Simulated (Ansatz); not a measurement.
MgSi

Input

```
crystal:
  lattice:
    - [2.8490223611, 0.0, 0.0]
    - [0.0, 2.8490223611, 0.0]
    - [0.0, 0.0, 4.0196600873]
  atoms:
    - { symbol: Si, position: [0.5, 0.5, 0.5] }
    - { symbol: Mg, position: [0.0, 0.0, 0.0] }
hamiltonian:
  xc: pbe0
  pseudopotentials: { kind: paw }
kpoints:
  mp_grid: { grid: [4, 4, 4] }
scf:
  occupations: { method: fermi_dirac, width: 0.05 }
output:
  forces: true
  stress: true
  eigenvalues: true
  write_density: true
  write_potential: true
  elf: true
  volumetric_format: npy
```

Run with:

```sh
ansatz run input.yaml --threads 2 --pin off --max-ram 5632MiB --backend cpu --events-out ev --progress --plain --runs-dir out
```

Below, planes, directions and counts refer to the conventional cell (a = 2.85 Å, b = 2.85 Å, c = 4.02 Å, α = 90.00°, β = 90.00°, γ = 90.00°).

Space group P4/mmm; a structure from a database of computed crystals, not necessarily the ambient phase.

The calculation used Kohn-Sham DFT of a periodic cell, PBE0, Ansatz PAW in Ansatz 0.2.0.

The density is the valence pseudo-density of a PAW calculation; it isn't the true density close to the nuclei.

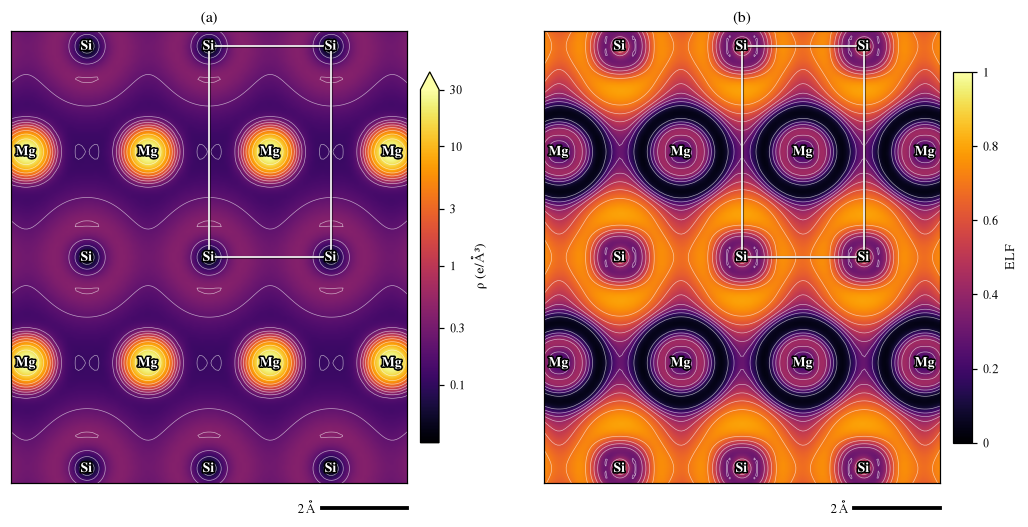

Figure 1. (a) valence charge density (pseudo); (b) ELF on the (011̄) plane of the conventional cell.

Describe what can be read from this map.

- The section cuts through Si and Mg sites.
- Mg–Si (2.85 Å): the density is about 0.2 e/Å³ at the midpoint, with its minimum of 0.14 e/Å³ about 1.1 Å from Mg; the ELF peaks at about 0.75 in the valence shell of Si, 1.0 Å from its nucleus, and is about 0.60 at the midpoint.
- Between the atoms the lowest density in this plane is 0.11 e/Å³.

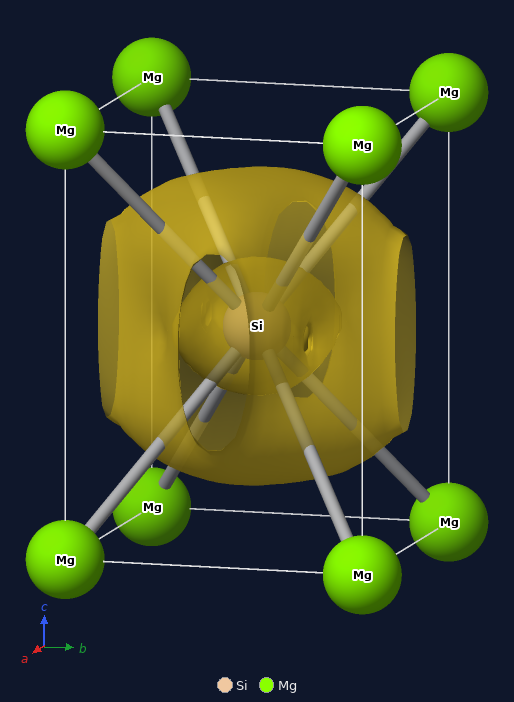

Figure 2. Isosurface of the electron localisation function at 0.6 (yellow), seen slightly off an axis. Core shells and regions of very low density are left out. Sticks mark near contacts.

Describe the localisation domains.

The ELF exceeds this value in sheets that run through the cell in two directions, counted in one cell of 2 atoms. Any copies at cell faces, edges or corners count once.
